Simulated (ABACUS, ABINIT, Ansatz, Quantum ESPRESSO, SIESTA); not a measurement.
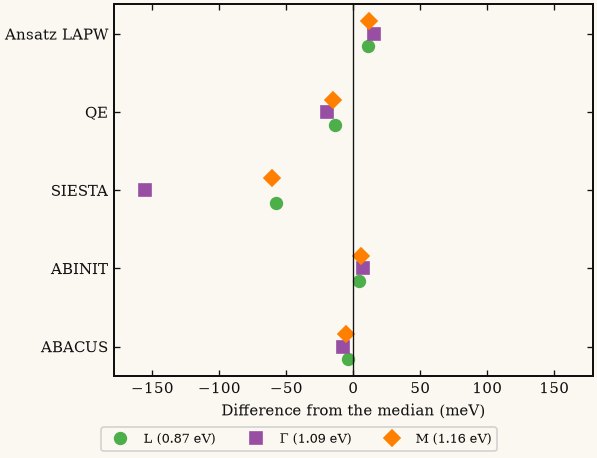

Lowest conduction level at each named k point, counted from the valence-band top at Γ, for CdI2-type SnSe₂, space group P-3m1, 3 atoms in the cell; a = 3.811 Å, c = 6.136 Å (hexagonal axes). Five programs ran PBE (no spin polarisation, no spin-orbit coupling) on the same cell and 6×6×4 k mesh. The plot shows each result less the median of the plane-wave and all-electron runs, which the legend gives. The cell is at 6 GPa in Quantum ESPRESSO. The smallest gap over all k points computed is less than these values: 0.80 eV in Quantum ESPRESSO, from the valence top at Γ to the conduction bottom at (0, −0.5, 0.25) in reduced coordinates.

**What spread should one expect between these programs?**

The plane-wave and all-electron programs (Quantum ESPRESSO, ABINIT, ABACUS and Ansatz LAPW) agree within 35 meV at these points; their potentials differ as well, also in the shells treated as valence. SIESTA departs by up to −155 meV (at Γ).

| program | kind | valence electrons | L (eV) | Γ (eV) | M (eV) |
| --- | --- | --- | --- | --- | --- |
| ABACUS | plane waves | 26 | 0.866 | 1.085 | 1.150 |
| ABINIT | plane waves | 70 | 0.874 | 1.100 | 1.161 |
| SIESTA | local basis | 46 | 0.812 | 0.937 | 1.095 |
| Quantum ESPRESSO | plane waves | 26 | 0.856 | 1.073 | 1.140 |
| Ansatz LAPW | all-electron | – | 0.881 | 1.108 | 1.167 |

Settings. GBRV ultrasoft 1.5 PBE, 544 eV cutoff, Fermi-Dirac smearing of 0.05 eV (ABACUS 3.10.1). PseudoDojo NC SR PBE v0.5 stringent, 1306 eV cutoff, Fermi-Dirac smearing of 0.05 eV (ABINIT). PseudoDojo 0.4 standard (PBE files), Fermi-Dirac smearing of 0.05 eV (SIESTA). SG15 PBE 1.2, 952 eV cutoff, Fermi-Dirac smearing of 0.05 eV (Quantum ESPRESSO 7.5). all-electron LAPW, Fermi-Dirac smearing of 0.02 eV (Ansatz).

Spin-orbit coupling is left out, which matters for Sn and Se. LDA, GGA and most meta-GGA functionals understate gaps. SIESTA: the basis of atomic orbitals isn't converged, which shifts gaps and empty levels. SIESTA: forces of over 1 eV/Å show positions far from the minimum, so gaps and moduli don't describe the material at rest.
